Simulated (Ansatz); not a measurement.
# Ni: single-point calculation

The run: single-point calculation of Ni (1 atom in the cell). Method and program: DFT PBE, scalar-relativistic, plane waves, PAW, spin-polarised (Ansatz 0.2.0).

The structure derives from an entry of the Crystallography Open Database. Figures and captions count atoms from 1; the log counts them from 0 in places.

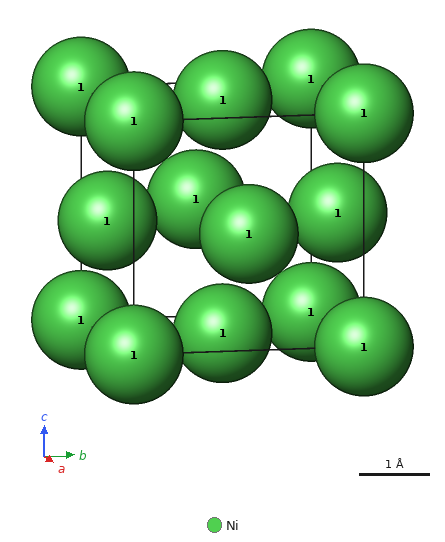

Fig. 1: The input geometry (spheres-only view of the cell 4 times as large as that of the calculation, set on its symmetry axes, seen slightly off an axis; atoms are numbered from 1 in the order of the input).

Summary:

| quantity | value |
| --- | --- |
| outcome | converged |
| space group (tolerance 0.01 Å) | Fm-3m (225) |
| electrons treated | 18 |
| free energy | −5839.6594 eV |
| Fermi energy | 20.428 eV |
| gap on the k-point mesh | none (metallic) |
| net moment of the cell | 0.62 μB |
| integrated absolute moment | 0.70 μB |
| pressure | 23.72 GPa |
| largest force (length of the vector) | under 0.001 eV/Å |
| hardware | 1 thread of Intel Xeon @ 2.90GHz (Ice Lake), 192 GiB of memory available, shared host |
| wall time | 9.7 s |
| peak memory | 0.37 GiB |

The cell is under a pressure of 24 GPa at this level, so it is not at its equilibrium volume.

The input:
```yaml
crystal:
  lattice:
    - [0.0, 1.7047932038, 1.7047932038]
    - [1.7047932038, 0.0, 1.7047932038]
    - [1.7047932038, 1.7047932038, 0.0]
  atoms:
    - { symbol: Ni, position: [0.0, 0.0, 0.0], spin: 0.75 }
basis:
  ecutwfc: 420
kpoints:
  mp_grid: { grid: [20, 20, 20] }
hamiltonian:
  xc: pbe
scf:
  occupations: { method: gaussian, width: 0.1 }
output:
  forces: true
  stress: true
  eigenvalues: true
  populations: true
  write_density: true
  write_potential: true
  elf: true
  volumetric_format: npy
magnetization:
  spin_polarized: true
```

Command:
```bash
ansatz run input.yaml --threads 1 --pin off --max-ram 2560MiB --backend cpu --events-out ev --progress --plain --runs-dir out
```

What the program printed:
```
Engine: ansatz 0.2.0, x86_64-unknown-linux-gnu
Pseudopotentials: kind: paw
Pseudopotential: Ni, paw, valence charge 18, recommended cutoff 420 eV (normal), Ni.paw.azcp
Functional definition: PBE
  parameter kappa = 0.804
  parameter beta = 0.06672455060314922
  exchange = pbe_x(kappa = kappa, mu = beta*pi^2/3)
  correlation = pbe_c(beta = beta)
Crystal: 1 atoms, lattice volume = 9.909 Å³
Basis set: ecut = 420 eV, 181 PW (Γ), exchange–correlation on 36×36×36 points (8 copies of the dense FFT grid, shifted against one another)
Bands: 14, of which v1, the nominal top of the filled ones, is band 9 counted from 1 (8 counted from 0)
Symmetry: 48 space group operations
Space group: Fm-3m (ITA 225), of the structure as read, at distance tolerance 2.1e-5 Å
Magnetic group: BNS 225.116 (UNI 1618), of the structure as read, at distance tolerance 2.1e-5 Å
k-points: 256 of 8000
Non-local potential: Ni, projectors of the file, l = 0: 3, l = 1: 2, l = 2: 3, l = 3: 1
PAW form: soft (Blöchl's): semilocal exchange-correlation on the pseudo side does not see the compensation charge
PAW one-centre angular grid: Ni, 590 points (default); XC on 64 Gauss nodes
Initial density: superposition of atomic densities (chi_scale 0.1, normalization cell)
Starting moments: Σ|m| = 0.75 μB on 1 of 1 site
Initial wavefunctions: pseudopotential atomic-orbital guess
Functional: x = pbe(κ = 0.804, μ = 0.2195149727645171), c = pbe(β = 0.06672455060314922)
SCF iter   1: F=—  HF=-5838.875829 eV  |F-HF|=—  |Δ(HF+E_count)|=         —  Δρ=1.06e-1 (↑2.85e-2 ↓1.06e-1)  dr2=1.04e0  dr2_m=1.44e-1  M=0.838 μB ∫|m|=0.890 μB  β_m=0.30  ethr=3.10e-3  ⟨swp⟩=5.3  Hψ=37974  notcnv=0
Mixer restart at iter 1: flushing history
preconditioner: auto → none  [metal: Δε(μ)=0.003 eV  Ē_g=16.958 eV  σ=0.100 eV  W_gap=0.01  n_scr=0 (ndim 8)  ℏωp=37.3 eV  f_vac=0.000  D(μ)=1.37/eV (n_scr^D=14)]
SCF iter   2: F=—  HF=-5838.631739 eV  |F-HF|=—  |Δ(HF+E_count)|=   2.44e-1  Δρ=4.90e-2 (↑4.90e-2 ↓4.13e-2)  dr2=3.60e-1  dr2_m=5.62e-3  M=0.688 μB ∫|m|=0.744 μB  β_m=0.25  ethr=3.10e-3  ⟨swp⟩=3.1  Hψ=16693  notcnv=0  defer=268
SCF iter   3: F=—  HF=-5838.854405 eV  |F-HF|=—  |Δ(HF+E_count)|=   2.23e-1  Δρ=1.88e-2 (↑1.88e-2 ↓1.36e-2)  dr2=2.77e-2  dr2_m=5.11e-3  M=0.691 μB ∫|m|=0.752 μB  β_m=0.47  ethr=2.00e-3  ⟨swp⟩=2.6  Hψ=12341  notcnv=0  defer=270
SCF iter   4: F=—  HF=-5839.442822 eV  |F-HF|=—  |Δ(HF+E_count)|=   5.88e-1  Δρ=1.82e-2 (↑1.60e-2 ↓1.82e-2)  dr2=6.07e-2  dr2_m=9.57e-4  M=0.659 μB ∫|m|=0.728 μB  β_m=0.47  ethr=1.54e-4  ⟨swp⟩=2.6  Hψ=14190  notcnv=0  defer=281
SCF iter   5: F=—  HF=-5839.658473 eV  |F-HF|=—  |Δ(HF+E_count)|=   2.16e-1  Δρ=1.08e-2 (↑2.50e-3 ↓1.08e-2)  dr2=9.18e-3  dr2_m=2.46e-3  M=0.626 μB ∫|m|=0.707 μB  β_m=0.53  ethr=1.54e-4  ⟨swp⟩=2.3  Hψ=15017  notcnv=0  defer=274
SCF iter   6: F=—  HF=-5839.659030 eV  |F-HF|=—  |Δ(HF+E_count)|=   5.57e-4  Δρ=4.69e-3 (↑1.30e-3 ↓4.69e-3)  dr2=8.07e-4  dr2_m=7.58e-4  M=0.625 μB ∫|m|=0.706 μB  β_m=0.76  ethr=5.10e-5  ⟨swp⟩=1.0  Hψ=8568  notcnv=0  defer=276
SCF iter   7: F=—  HF=-5839.659396 eV  |F-HF|=—  |Δ(HF+E_count)|=   3.66e-4  Δρ=2.71e-3 (↑1.09e-3 ↓2.71e-3)  dr2=1.77e-4  dr2_m=3.20e-4  M=0.624 μB ∫|m|=0.705 μB  β_m=0.88  ethr=4.48e-6  ⟨swp⟩=1.5  Hψ=8259  notcnv=0  defer=279
SCF iter   8: F=—  HF=-5839.659399 eV  |F-HF|=—  |Δ(HF+E_count)|=   3.12e-6  Δρ=7.64e-4 (↑3.36e-4 ↓7.64e-4)  dr2=6.98e-5  dr2_m=4.79e-6  M=0.623 μB ∫|m|=0.704 μB  β_m=0.93  ethr=9.85e-7  ⟨swp⟩=2.1  Hψ=10036  notcnv=0  defer=283
SCF iter   9: F=—  HF=-5839.659424 eV  |F-HF|=—  |Δ(HF+E_count)|=   2.51e-5  Δρ=3.39e-4 (↑1.07e-4 ↓3.39e-4)  dr2=1.09e-5  dr2_m=1.40e-6  M=0.623 μB ∫|m|=0.704 μB  β_m=0.94  ethr=3.88e-7  ⟨swp⟩=1.6  Hψ=8568  notcnv=0  defer=281
SCF iter  10: F=—  HF=-5839.659424 eV  |F-HF|=—  |Δ(HF+E_count)|=   1.82e-8  Δρ=2.18e-5 (↑9.12e-6 ↓2.18e-5)  dr2=5.35e-8  dr2_m=3.77e-9  M=0.623 μB ∫|m|=0.704 μB  β_m=0.97  ethr=6.08e-8  ⟨swp⟩=2.1  Hψ=8933  notcnv=0  defer=280
SCF iter  11: F=—  HF=-5839.659424 eV  |F-HF|=—  |Δ(HF+E_count)|=   7.84e-9  Δρ=1.69e-6 (↑6.04e-7 ↓1.69e-6)  dr2=1.92e-10  dr2_m=5.77e-11  M=0.623 μB ∫|m|=0.704 μB  β_m=0.99  ethr=2.97e-10  ⟨swp⟩=2.3  Hψ=10791  notcnv=0  defer=280
SCF iter  12: F=-5839.659424 eV  HF=-5839.659424 eV  |F-HF|=2.69e-10  |Δ(HF+E_count)|=  3.57e-10  Δρ=1.53e-6 (↑9.14e-7 ↓1.53e-6)  dr2=3.32e-10  dr2_m=1.21e-11  M=0.623 μB ∫|m|=0.704 μB  ethr=1.07e-12  ⟨swp⟩=6.4  Hψ=36286  notcnv=0
SCF 1 converged in 12 iterations: F = -5839.659424 eV  dr2 = 3.32e-10
  greatest PAW one-centre occupation: 1.001 electrons in one spin orbital (limit 2), on the Ni atom at site 0 (counted from 0), in its partial waves of l = 1
```

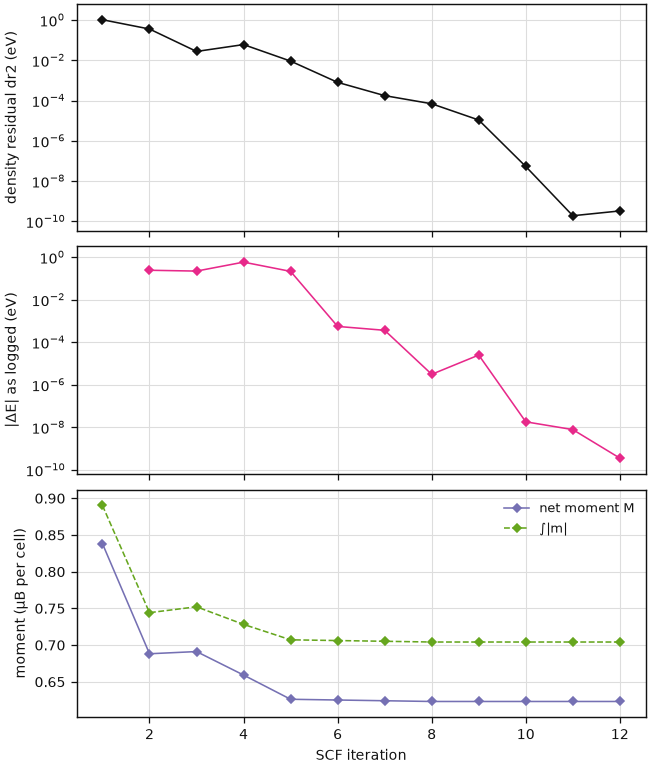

Fig. 2: Convergence of the self-consistent field: density residual dr2, size of the energy change and magnetic moment against the SCF iteration. The residual comes down, with one marked jump up, by a factor of about 2, at step 4. The net moment goes from 0.8 to 0.6 μB per cell.

```
SCF converged after 12 iterations
Magnetization: 0.6233 μB (9.3116 up, 8.6884 down)
Absolute magnetization: 0.7046 μB (∫|ρ↑−ρ↓|, with the PAW one-centre terms)
Spin contamination: 0.0057 ħ² per cell (⟨S²⟩ above its minimum at these occupations)
Per-site moments (μB) at R_I (Å): [(0.6584337054083474, 0.9945134388153689)]
Free energy (F): -5839.659424 eV
Harris-Foulkes:  -5839.659424 eV  (|F-HF|=2.69e-10)
Internal energy: -5839.651729 eV  (E = F + TS)
E sigma→0 (E₀):  -5839.655577 eV
Entropy (-TS):   -0.007696 eV (-7.696 meV/atom)
Fermi energy:    20.427650 eV
--- Per-component energies (eV) ---
  E_band       = -247.972921
  E_kinetic    = 284.134090
  E_local      = -3281.416591  (includes V_loc(G=0)·N_el)
  E_nonlocal   = 634.692489
  E_hartree    = 1374.317973
  E_xc         = -85.802961
  E_vxc        = -110.712921  (∫ρ·V_xc dr)
  E_paw        = -1628.744551  (= ΣΔE_a)
  E_vpaw       = -523.305321  (= ΣTr[D̂ρ^β])
  E_aug_tail   = 0.000753  (compensation charges beyond the density's cutoff)
  E_ewald      = -3136.832932
  E_smearing   = -0.007696  (= −TS)
  E_closure    = 0.000000  (closes the sum)
  Σ components = -5839.659424   (vs F -5839.659424, Δ=0.00e0)
--- Forces (eV/Å), atoms counted from 1 ---
  atom   1  Ni    -0.00000000     0.00000000     0.00000000
  max |Σ_I F_I| component: 3.49e-32 eV/Å
--- Stress (GPa, compression-positive) ---
       23.723528       0.000000       0.000000
        0.000000      23.723528      -0.000000
       -0.000000      -0.000000      23.723528
  P = ⅓ Tr σ = 23.7235 GPa (237.235 kbar)
--- Band table (eV; the first three rows and the last of 512) ---
  k-point 0 ↑: bands = ["-83.4235", "-43.6316", "-43.6316", "-43.6316", "10.6240", "17.7086", "17.7086", "17.7086", "19.0619", "19.0619", "44.6639", "49.3672", "49.3672", "49.3672"]
  k-point 1 ↑: bands = ["-83.4223", "-43.6393", "-43.6327", "-43.6327", "10.7292", "17.6783", "17.7342", "17.7342", "19.0505", "19.0505", "44.4239", "47.9043", "49.1177", "49.1177"]
  k-point 2 ↑: bands = ["-83.4186", "-43.6614", "-43.6358", "-43.6358", "11.0408", "17.5947", "17.8034", "17.8034", "19.0238", "19.0238", "43.2220", "46.3655", "48.6064", "48.6064"]
  k-point 255 ↓: bands = ["-82.5224", "-43.0268", "-43.0268", "-42.9379", "16.4911", "17.5523", "17.5523", "19.5399", "20.8729", "28.8444", "28.8444", "31.1610", "32.6332", "52.0834"]
--- Löwdin populations: 1 site ---
  site symbol       q [e]    m [muB]
     0     Ni     17.7805     0.6506
  spilling = 0.012194 (of n_electrons = 18.000000)
```

File populations.tsv:
```
# site	symbol	l	j	q_up	q_dn
# orbitals = lowdin
# n_electrons = 18.000000
# spilling = 0.012194
0	Ni	0_3S	-	0.997416	0.997497
0	Ni	0_4S	-	0.469232	0.479790
0	Ni	1_3P	-	2.998871	2.998835
0	Ni	2_3D	-	4.750033	4.088830
```

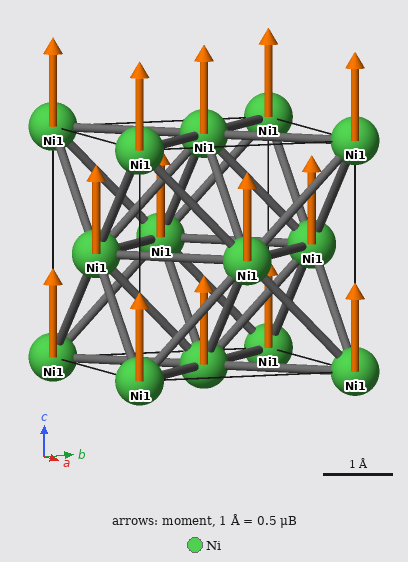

Fig. 3: Magnetic moments of the sites as orange arrows (ball-and-stick view of the cell 4 times as large as that of the calculation, set on its symmetry axes, seen slightly off an axis; atoms are numbered from 1 in the order of the input); small moments hardly show. The run is collinear, so the axis drawn is arbitrary. Site moments: Ni1 (0.66 μB). They are counted near the atoms and needn't add up to the moment of the cell.

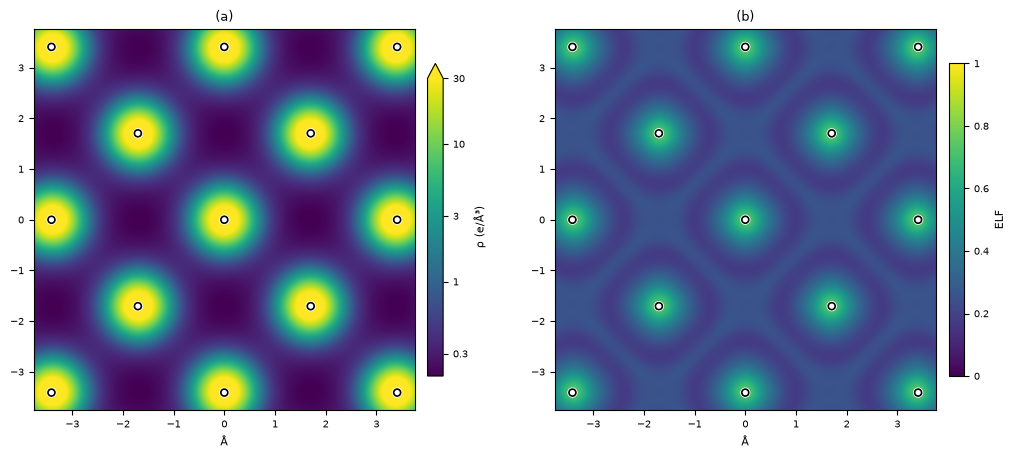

Fig. 4: (a) valence pseudo-density; (b) ELF on the (010) plane of the conventional cell. Circles mark the nuclei in the plane (Ni). The plane passes through Ni nuclei. Ni–Ni (2.41 Å): ρ is about 0.37 e/Å³ halfway; the ELF is about 0.25 at the midpoint (no shared electron pair). Away from the nuclei the density in this plane falls to 0.21 e/Å³ at its lowest. The strong features right at Ni lie inside the PAW spheres (semicore, d or f shells) and say nothing about bonding. Core electrons are frozen (PAW), so the fields are smoothed inside the atomic spheres.

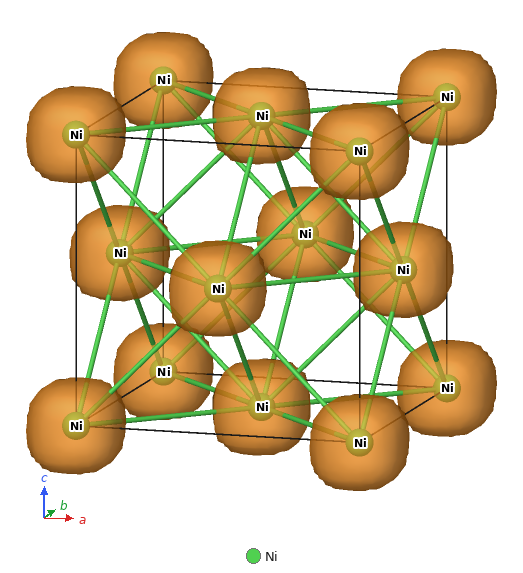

Fig. 5: Isosurface of the spin density (up minus down) at +0.2 e/Å³ (orange), seen slightly off an axis. Sticks mark near contacts. The outline is the cell set on symmetry axes. The cell of the calculation (1 atoms) carries 0.6 μB net.
